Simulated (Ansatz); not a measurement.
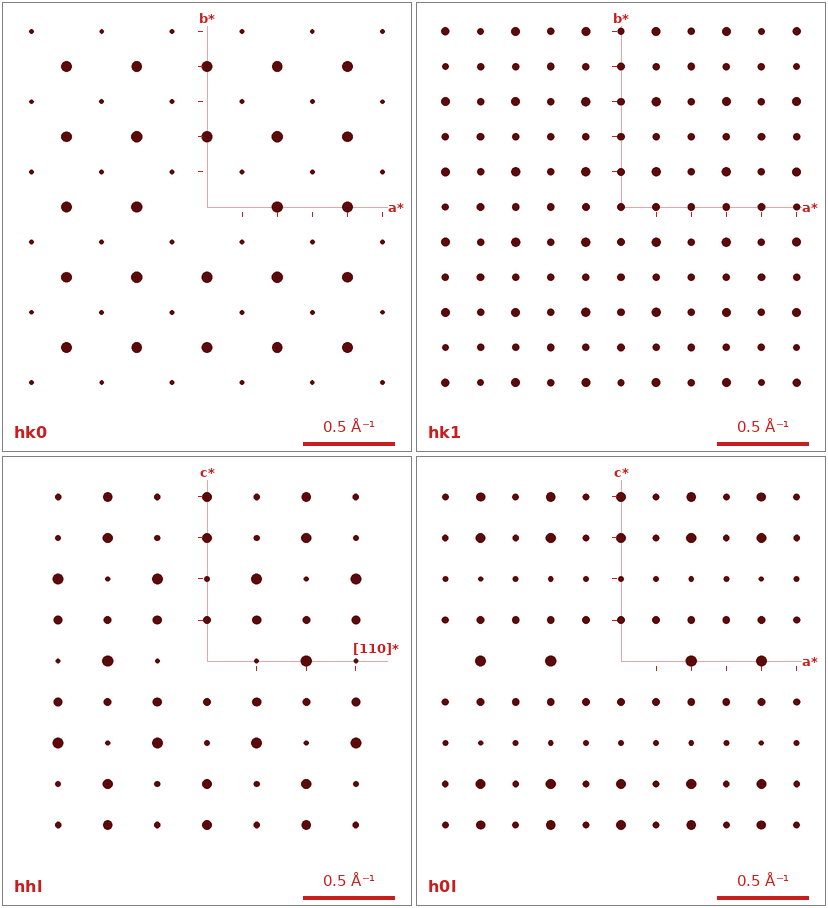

Four undistorted layers of reciprocal space, calculated for a single crystal (neutrons, kinematic |F|², B = 0.5 Å²). Tick marks count the reciprocal lattice steps of the conventional cell along each axis.

Read the reciprocal cell and give the direct cell.

Answer. a* = 0.193, b* = 0.193, c* = 0.226 Å⁻¹; the cell is tetragonal with a = 5.17 Å, c = 4.43 Å.

Which reflection conditions do the layers show?

Answer. Reflections are present only under these conditions. hkl: no condition; hk0: h + k = 2n; h0l: no condition; hhl: no condition; h00: h = 2n; 00l: no condition. The lattice is primitive (P).

Which space groups fit?

Answer. The intensities have Laue symmetry 4/mmm (the hk0 layer shows 4mm, hk1 shows 4mm). With these conditions only P4/nmm (No. 129) fits. The compound is SnSe. Structure: the geometry relaxed with DFT PBE, scalar-relativistic, plane waves, PAW (Ansatz); the starting structure was generated, so it need not be a known form of this composition.
